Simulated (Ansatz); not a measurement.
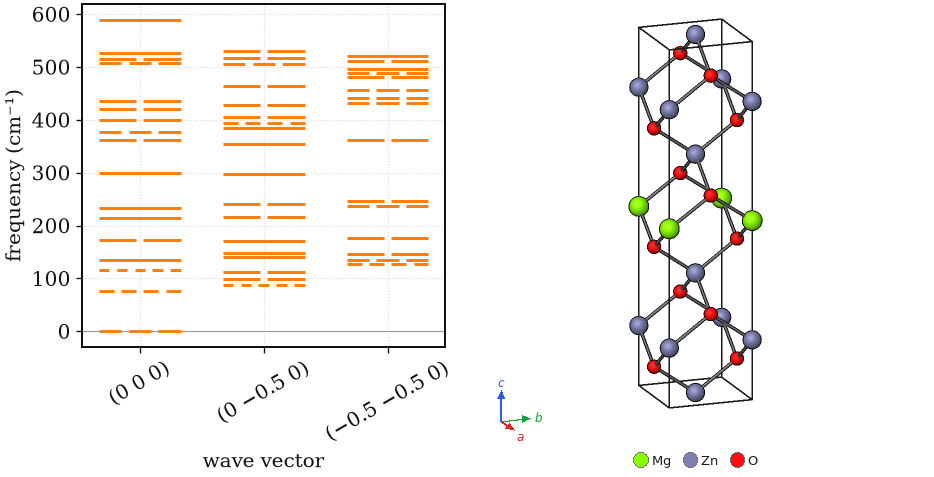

The plot gives the computed phonon frequencies at several wave vectors (in fractions of the reciprocal vectors of the given cell) for MgZn₅O₆, space group P-4m2 (No. 115) (cell built by us, not taken from a database). Imaginary frequencies are drawn as negative. The cell is drawn beside the plot.

The given structure:
```
CELL_PARAMETERS angstrom
3.27087 0.00000 0.00000
0.00000 3.27087 0.00000
0.00000 0.00000 13.78516
ATOMIC_POSITIONS crystal
Mg 0.00000 0.00000 0.50000
Zn 0.00000 0.00000 0.83290
Zn 0.50000 0.50000 0.00000
Zn 0.00000 0.00000 0.16710
Zn 0.50000 0.50000 0.33431
Zn 0.50000 0.50000 0.66569
O 0.50000 0.00000 0.08355
O 0.00000 0.50000 0.25062
O 0.50000 0.00000 0.41839
O 0.00000 0.50000 0.58161
O 0.50000 0.00000 0.74938
O 0.00000 0.50000 0.91645
```

How it was computed, with Ansatz 0.2.0: harmonic phonon frequencies at the irreducible points of a q mesh with atoms at rest in the given cell, q in fractions of the reciprocal cell vectors, no long-range term at q = 0, imaginary frequencies are negative, the first points where there are many; plane waves with PAW datasets. Level: PBE, no spin polarisation.

- wave cutoff: 420 eV
- k mesh: 8×8×2
- occupations: fixed
- pressure: 0 GPa
- phonon method: linear response
- q mesh: 2×2×1

### Are there unstable modes?

No frequency is imaginary, so the structure is stable to these displacements at the wave vectors computed.

### Where does the highest mode lie?

The highest mode among the wave vectors computed lies at 589.8 cm⁻¹, at (0 0 0) (at the zone centre itself the field of polar modes is left out).

Note: field response not converged on the k mesh; vibrations at or below zero.
